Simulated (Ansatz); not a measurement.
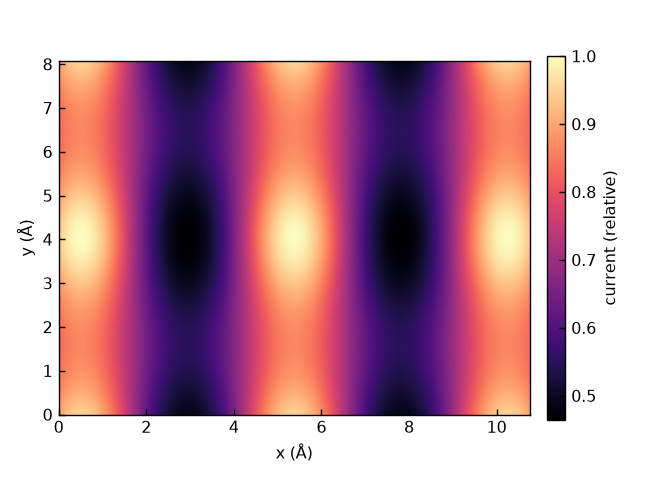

Simulated STM image (constant-height image 4.0 Å above the topmost atom, sample bias −2.00 V).

The STM signal is simulated in the Tersoff–Hamann approximation. Bias windows are sharp sums over the levels of the k mesh.

**Give the periodicity of the image.**

The pattern repeats on a square lattice with shortest vectors of 4.9 Å at 90°, a cell of 23.9 Å², with 1 maximum above 60 % of the range in each cell.

The surface:

SiMo3(100) (Pm-3n bulk, 11 atomic planes (those closer than 0.6 Å count as one), 12 Å, Mo-terminated, slab composition Mo16Si5). The brightest spots lie over the top Mo atoms; the darkest points are over the Si atoms 0.9 Å below the top plane.

These are results of DFT PBE, scalar-relativistic, plane waves, PAW (Ansatz 0.2.0), not measurements. Cutoff 420 eV, 12 × 12 k-points, Gaussian smearing 0.1 eV, dipole correction. The slab is a cut without reconstruction beyond its cell, at the source's lattice constants, with its lower half held fixed and the rest relaxed. No spin polarisation. The run warns that the functional's potential is rough in the thin density of the vacuum, where the tip is; weak contrasts and barriers may feel it. On this mesh the free atoms still feel up to 0.11 eV/Å.
